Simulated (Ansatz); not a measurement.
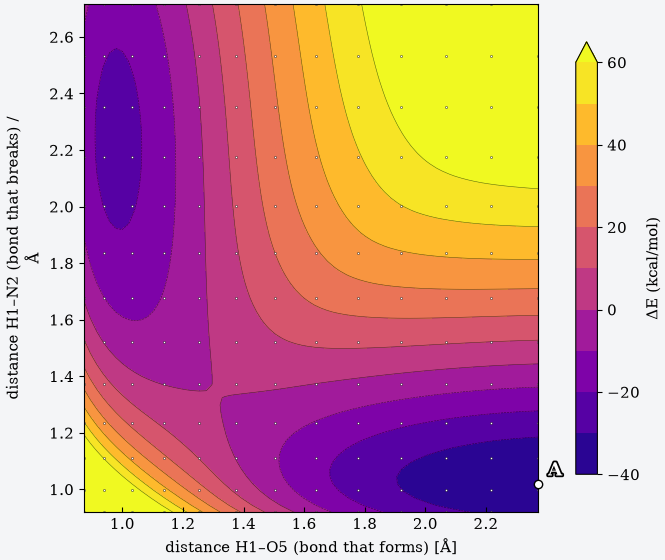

The reacting system CH₄N₂O (one molecule; an intramolecular 1,3-shift). 
- Coordinates scanned: (1) distance H1–O5 (bond that forms); (2) distance H1–N2 (bond that breaks).
- Relaxed at each point: all other coordinates.
- The grid has 13 × 13 points.
- Points are written as (first, second).
- Energies are in kcal/mol, from a guessed transition structure relaxed with its forming and breaking bonds held.
- The reference is spin-restricted, so regions where a bond is pulled apart into radicals lie too high.
- All numbers below come from RKS PBE-D4/def2-SVP in Ansatz.

The picture shows filled contours, dots at the grid points, one colour for all values above the top of the scale, the point A. Between grid points the surface is interpolated.

**Find the lowest path from A to the other arm of the map, and its barrier.**

The easiest path runs from the side where the first distance is long, about (2.37 Å, 1.02 Å), to the well on the other side, about (0.98 Å, 2.20 Å). Its highest point, at about (1.32 Å, 1.33 Å), lies about 40 kcal/mol above the start and 23 kcal/mol above the end on the interpolated surface. An end on the edge of the scan is no minimum, so the barrier from there is a lower bound.

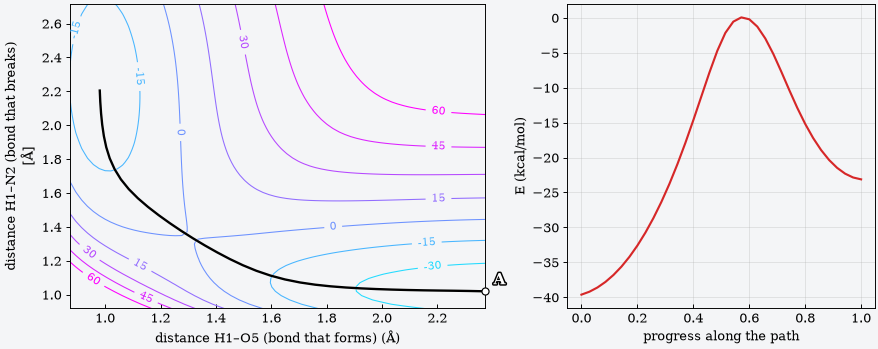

Drawn: contour lines labelled in kcal/mol (none above 60), a line along the lowest path, the energy along the path at the right. Between grid points the surface is interpolated.
